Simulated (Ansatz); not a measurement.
# AlNi: 7 runs along one coordinate

System: AlNi (Cmmm, 2 atoms in the cell).
Method: Kohn-Sham DFT of a periodic cell, PBEsol, all-electron LAPW, scalar-relativistic, spin-polarised (Ansatz 0.2.0).

The 7 runs differ only in the geometry, by an even scaling of the cell at fixed fractional positions. The structure derives from a Materials Project entry.

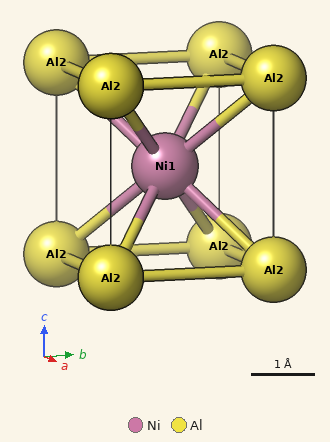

Figure 1. The structure of run 4 (ball-and-stick view of the cell of the calculation, seen slightly off an axis; atoms are numbered from 1 in the order of the input). An atom can appear more than once, as a periodic image.

### Input of run 4
```yaml
crystal:
  lattice:
    - [1.938694, -1.95319015, 0.0]
    - [1.938694, 1.95319015, 0.0]
    - [0.0, 0.0, 3.0994300413]
  atoms:
    - { symbol: Ni, position: [0.5, 0.5, 0.5], spin: 1.0 }
    - { symbol: Al, position: [0.0, 0.0, 0.0] }
kpoints:
  mp_grid: { grid: [10, 10, 9] }
scf:
  occupations: { method: fermi_dirac, width: 0.05 }
hamiltonian:
  xc: pbesol
  pseudopotentials: { kind: all_electron, lapw: { basis_error: 0.0005 } }
magnetization:
  spin_polarized: true
output:
  forces: true
  stress: true
  eigenvalues: true
```

Command:
```bash
ansatz run input.yaml --threads 2 --pin off --max-ram 6144MiB --backend cpu --events-out ev --progress --plain --runs-dir out
```

Run 6 differs from it as follows:
```diff
-    - [1.938694, -1.95319015, 0.0]
-    - [1.938694, 1.95319015, 0.0]
-    - [0.0, 0.0, 3.0994300413]
+    - [1.9642060572, -1.9788929679, 0.0]
+    - [1.9642060572, 1.9788929679, 0.0]
+    - [0.0, 0.0, 3.1402166928]
```

### Results, with one run withheld

```csv
run,volume per atom (Å³),"free energy per atom, from the lowest run given (meV)",pressure (GPa)
1,11.032,27.37,12.69
2,11.267,12.16,8.16
3,11.502,3.25,4.08
4,11.736,0.00,0.42
5,11.971,1.83,−2.87
6,12.206,?,?
7,12.441,18.78,−8.49
```

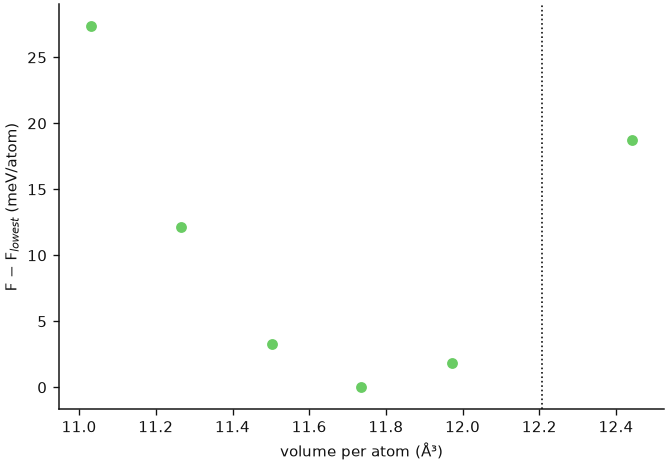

Figure 2. Free energy per atom of the runs given; the dotted line marks run 6.

What should run 6 give?

A cubic polynomial in V^(−2/3) (the Birch–Murnaghan form), fitted to the 6 runs given, misses them by under 0.01 meV per atom. With x = V^(−2/3) − 0.19467 Å⁻², it reads F = 0.66197 + 1030.3 x + 3.8029e+05 x² + 2.7985e+05 x³ (meV per atom). At run 6 it gives 8.24 meV per atom, and the run itself gives 8.25. The slope of the fit gives a pressure −dF/dV of −5.83 GPa there, and the run prints −5.83 GPa. The fit has its minimum at 11.765 Å³ per atom, where V d²F/dV² gives 172 GPa. Cell shape and fractional positions are held, so this is the stiffness under even scaling; the relaxed bulk modulus wasn't computed.

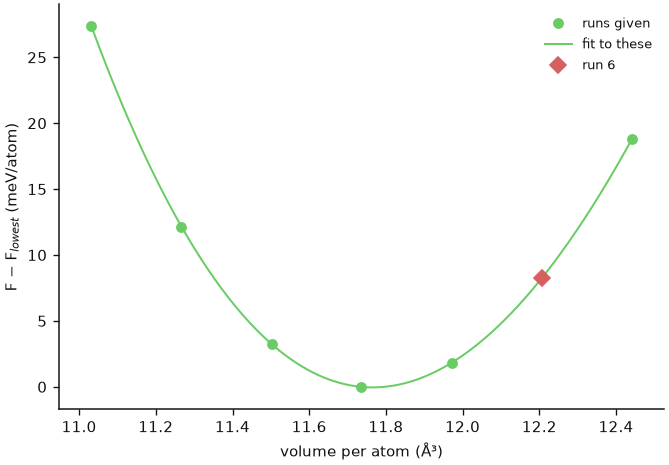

Figure 3. The fit and the withheld run.

### Output, shortened to warnings, some set-up lines, iterations and results (run 6)
```
WARN: the starting moments were not kept: the SCF closed with an absolute magnetisation of 1.5e-6 μB, where they sum to 1 μB in size (1 site). That is at most 0.1 of that sum. Measured as dr2_m measures the in/out step, that magnetisation stands 2.6e-13 eV from none, at or under the dr2_threshold of 1.0e-7 eV: it is no larger than a step whose dr2_m would equal this threshold. The system may hold …
Basis set: ecut = 272.07614062376683 eV, 261 PW (Γ), exchange–correlation at level 2
Symmetry: 8 space group operations
k-points: 155 of 900
Initial density: superposition of atomic densities (chi_scale 0.1, normalization cell)
[...]
SCF iter   1: F=—  HF=-47944.190896 eV  |F-HF|=—  |Δ(HF+E_count)|=         —  Δρ=3.83e-2 (↑2.06e-2 ↓3.83e-2)  dr2=4.43e-1  dr2_m=1.51e-1  M=0.114 μB ∫|m|=0.165 μB  β_m=0.30  …
SCF iter   2: F=—  HF=-47944.139721 eV  |F-HF|=—  |Δ(HF+E_count)|=   5.12e-2  Δρ=2.59e-2 (↑1.60e-2 ↓2.59e-2)  dr2=1.82e-1  dr2_m=7.84e-2  M=0.099 μB ∫|m|=0.143 μB  β_m=0.57  …
SCF iter   3: F=—  HF=-47944.488787 eV  |F-HF|=—  |Δ(HF+E_count)|=   3.49e-1  Δρ=1.85e-2 (↑1.02e-2 ↓1.85e-2)  dr2=2.89e-1  dr2_m=7.55e-3  M=0.021 μB ∫|m|=0.048 μB  β_m=0.44  …
SCF iter   4: F=—  HF=-47943.987773 eV  |F-HF|=—  |Δ(HF+E_count)|=   5.01e-1  Δρ=1.45e-3 (↑1.45e-3 ↓1.24e-3)  dr2=7.47e-4  dr2_m=1.85e-5  M=0.017 μB ∫|m|=0.032 μB  β_m=0.65  …
SCF iter   5: F=—  HF=-47943.990262 eV  |F-HF|=—  |Δ(HF+E_count)|=         —  Δρ=3.27e-4 (↑3.27e-4 ↓2.77e-4)  dr2=4.97e-5  dr2_m=3.65e-6  M=0.007 μB ∫|m|=0.014 μB  β_m=0.75  …
SCF iter   6: F=—  HF=-47943.990419 eV  |F-HF|=—  |Δ(HF+E_count)|=   1.57e-4  Δρ=8.83e-5 (↑8.83e-5 ↓5.24e-5)  dr2=4.98e-6  dr2_m=4.62e-7  M=0.002 μB ∫|m|=0.004 μB  β_m=0.80  …
SCF iter   7: F=—  HF=-47943.990431 eV  |F-HF|=—  |Δ(HF+E_count)|=   1.16e-5  Δρ=4.48e-5 (↑2.31e-5 ↓4.48e-5)  dr2=1.35e-6  dr2_m=8.95e-8  M=0.001 μB ∫|m|=0.002 μB  β_m=0.86  …
SCF iter   8: F=—  HF=-47943.990431 eV  |F-HF|=—  |Δ(HF+E_count)|=   7.41e-9  Δρ=6.33e-6 (↑3.83e-6 ↓6.33e-6)  dr2=1.82e-8  dr2_m=2.72e-9  M=0.000 μB ∫|m|=0.000 μB  β_m=0.84  …
SCF iter   9: F=—  HF=-47943.990431 eV  |F-HF|=—  |Δ(HF+E_count)|=  9.90e-10  Δρ=8.43e-7 (↑8.43e-7 ↓8.08e-7)  dr2=1.52e-10  dr2_m=1.31e-10  M=0.000 μB ∫|m|=0.000 μB  β_m=0.90 …
SCF iter  10: F=—  HF=-47943.990431 eV  |F-HF|=—  |Δ(HF+E_count)|=  2.18e-10  Δρ=2.06e-7 (↑2.06e-7 ↓1.64e-7)  dr2=6.45e-12  dr2_m=6.87e-12  M=0.000 μB ∫|m|=0.000 μB  β_m=0.94 …
SCF iter  11: F=-47943.990431 eV  HF=-47943.990431 eV  |F-HF|=1.46e-11  |Δ(HF+E_count)|=  6.55e-11  Δρ=4.83e-8 (↑4.56e-8 ↓4.83e-8)  dr2=1.65e-12  dr2_m=2.43e-13  M=0.000 μB …
SCF 1 converged in 11 iterations: F = -47943.990431 eV  dr2 = 1.65e-12
WARN: the starting moments were not kept: the SCF closed with an absolute magnetisation of 1.5e-6 μB, where they sum to 1 μB in size (1 site). That is at most 0.1 of that sum. Measured as dr2_m measures the in/out step, that magnetisation stands 2.6e-13 eV from none, at or under the dr2_threshold …
SCF converged after 11 iterations
Magnetization: 0.0000 μB (14.5000 up, 14.5000 down)
Absolute magnetization: 0.0000 μB (∫|ρ↑−ρ↓|)
Spin contamination: 0.0000 ħ² per cell (⟨S²⟩ above its minimum at these occupations)
Per-site moments (μB) at R_I (Å): [(1.0929040925589106e-6, 1.3582114733242492), (1.4703271933314e-7, 1.1564148341269649)]
Free energy (F): -47943.990431 eV
Harris-Foulkes:  -47943.990431 eV  (|F-HF|=1.46e-11)
Internal energy: -47943.982754 eV  (E = F + TS)
E sigma→0 (E₀):  -47943.986593 eV
Entropy (-TS):   -0.007677 eV (-3.838 meV/atom)
Fermi energy:    14.819958 eV
--- Per-component energies (eV) ---
  E_band       = -787.343252
  E_kinetic    = 48610.638532
  E_xc         = -2190.848955
  E_electrostatic = -94363.772331  (all electrons and nuclei)
  E_smearing   = -0.007677  (= −TS)
  E_closure    = 0.000000  (closes the sum)
  E_atoms      = -47930.834287  (free atoms, spherical and without spin; not in F)
[...]
```

The program warns: some starting moments were not kept.
